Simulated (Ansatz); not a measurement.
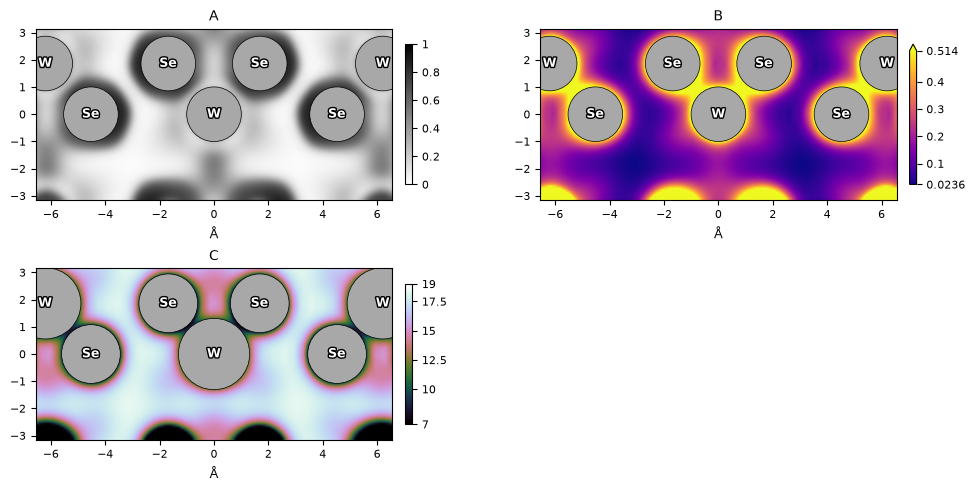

WSe2: 3 fields on the (110) plane of the conventional cell, with unlabelled colour scales. Grey discs cover the atomic cores.

Space group P6₃/mmc.

Computed with Ansatz 0.2.0, DFT PBEsol+D3(BJ), scalar-relativistic, plane waves, PAW.

Question: Match the panels to the quantities (electron localisation function, electrostatic potential energy of an electron and valence pseudo-density).

Answer: Panel A: electron localisation function. Panel B: valence pseudo-density. Panel C: electrostatic potential energy of an electron (low next to the atoms, rising into the space between them). From the grid: W–Se (2.51 Å): ρ at the midpoint is about 0.57 e/Å³; the ELF is about 0.50 at the midpoint.
